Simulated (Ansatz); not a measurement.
**MgS(110) (Fm-3m bulk, 6 atomic planes (those closer than 0.6 Å count as one), 9 Å, MgS-terminated): images, spectra and barriers**

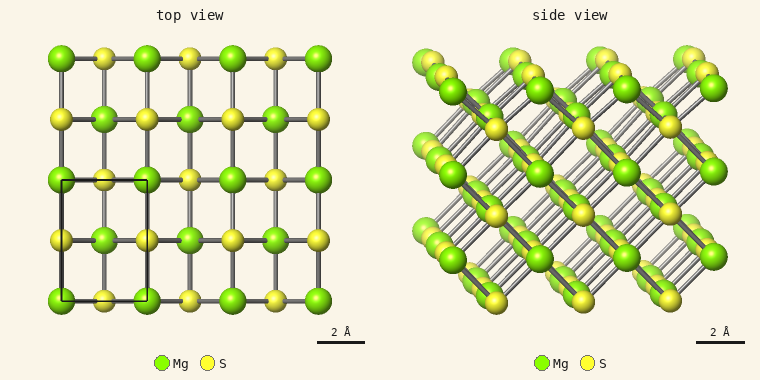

The relaxed structure from above and from the side.

The calculation used DFT PBE, scalar-relativistic, plane waves, PAW (Ansatz 0.2.0). Cutoff 420 eV, 16 × 11 k-points, Gaussian smearing 0.05 eV, dipole correction. The slab is a cut without reconstruction beyond its cell, at the source's lattice constants, with its lower half held fixed and the rest relaxed. No spin polarisation.

Model: Tersoff–Hamann, s-wave tip, no tip–sample forces. Zero bias is put in the middle of the gap by convention. Bias windows are sharp sums over the levels of the k mesh.

```yaml
crystal:
  lattice:
    - [3.67929, 0.00000, 0.00000]
    - [0.00000, 5.20330, 0.00000]
    - [0.00000, 0.00000, 26.19822]
  atoms:
    - { symbol: Mg, position: [0.50000, 0.50000, 0.32445] }
    - { symbol: S, position: [0.50000, 0.00000, 0.32445] }
    - { symbol: Mg, position: [0.00000, 0.00000, 0.39467] }
    - { symbol: S, position: [0.00000, 0.50000, 0.39467] }
    - { symbol: Mg, position: [0.50000, 0.50000, 0.46489] }
    - { symbol: S, position: [0.50000, 0.00000, 0.46489] }
    - { symbol: Mg, position: [0.00000, 0.00000, 0.53258] }
    - { symbol: S, position: [0.00000, 0.50000, 0.53518] }
    - { symbol: Mg, position: [0.50000, 0.50000, 0.61284] }
    - { symbol: S, position: [0.50000, 0.00000, 0.60547] }
    - { symbol: Mg, position: [0.00000, 0.00000, 0.66726] }
    - { symbol: S, position: [0.00000, 0.50000, 0.67916] }
```

The last single point, restarted from the relaxation's density, took 3.4 min on 1 thread of Arm Neoverse V2 (shared host), peak memory 1.2 GiB.

### 1. One image

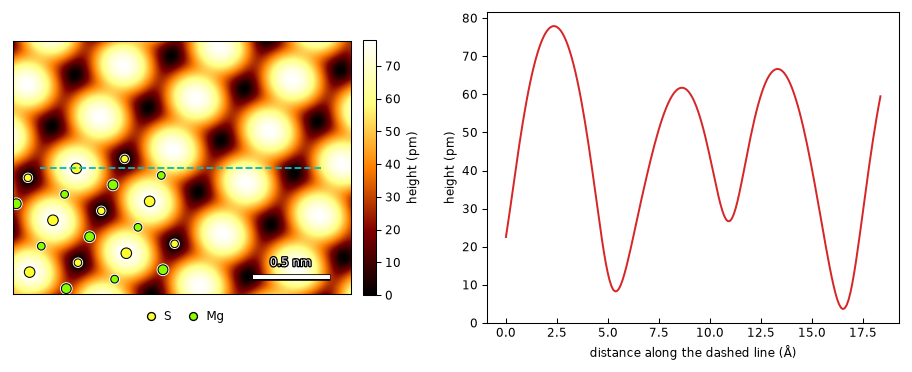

Constant-current image at a set point of 9.2 × 10⁻⁶ e/Å³ of this surface, sample bias −1.85 V. The atoms seen from above are drawn over one corner (deeper ones smaller). The right panel is the profile along the dashed line.

Question: Which atoms or sites appear bright, which dark, and how strong is the contrast?

Answer: The brightest spots lie over the top S atoms; the darkest points are over the sites above the S atoms 1.9 Å below the top plane. The corrugation is 78 pm at a mean tip height of 3.9 Å.

### 2. Approach curves

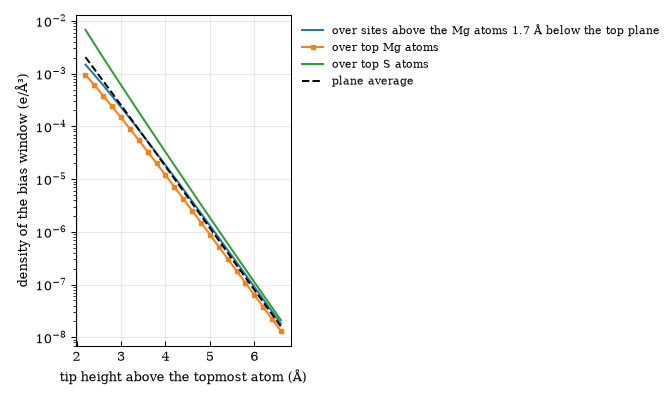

Approach curves over this surface at a sample bias of −2.65 V.

Question: How fast does the current decay, and what apparent barrier height does that imply?

Answer: Near 4 Å the plane average falls as exp(−2.69 z/Å), a factor of 15 per ångström, which gives an apparent barrier of 6.9 eV (0.952 eV Å² times the slope squared). The vacuum level lies 4.27 eV above zero bias. The highest filled states lie 4.91 eV under it. The apparent barrier is above 4.91 eV. At 4 Å the 0.26 eV of states nearest the highest filled state carry under 1 % of the density, so deeper states, or ones away from the zone centre, set the barrier.

### 3. Bias series

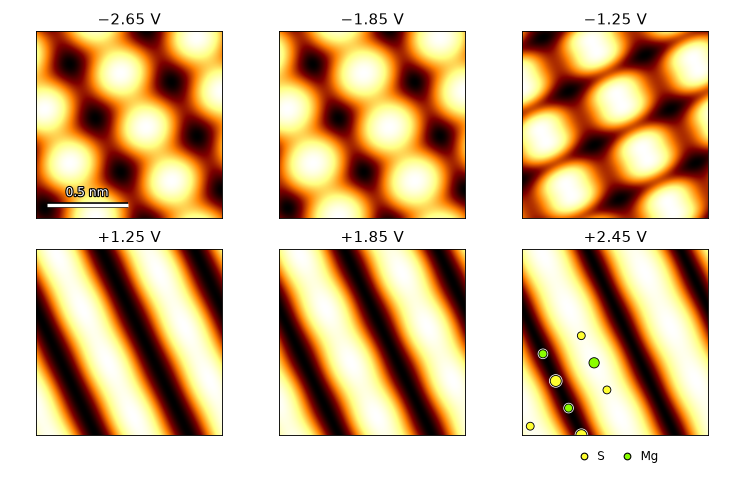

Constant-current images of this surface at 6 sample biases, each on its own colour scale; the last has the atoms seen from above drawn over one corner (deeper ones smaller).

Question: How do the images change with bias?

Answer:
| bias | set point (e/Å³) | corrugation | brightest over |
| --- | --- | --- | --- |
| −2.65 V | 4.6 × 10⁻⁶ | 45 pm | top S atoms |
| −1.85 V | 2.4 × 10⁻⁶ | 65 pm | top S atoms |
| −1.25 V | 2.5 × 10⁻⁸ | 34 pm | sites above the Mg atoms 1.7 Å below the top plane |
| +1.25 V | 5.4 × 10⁻⁶ | 48 pm | top Mg atoms and sites above the S atoms 1.9 Å below the top plane |
| +1.85 V | 3.9 × 10⁻⁵ | 59 pm | top Mg atoms |
| +2.45 V | 1.0 × 10⁻⁴ | 85 pm | top Mg atoms and sites above the S atoms 1.9 Å below the top plane |

On its k mesh the slab has a gap of 1.28 eV, inside which this model gives no current; semilocal functionals usually make such gaps too small.
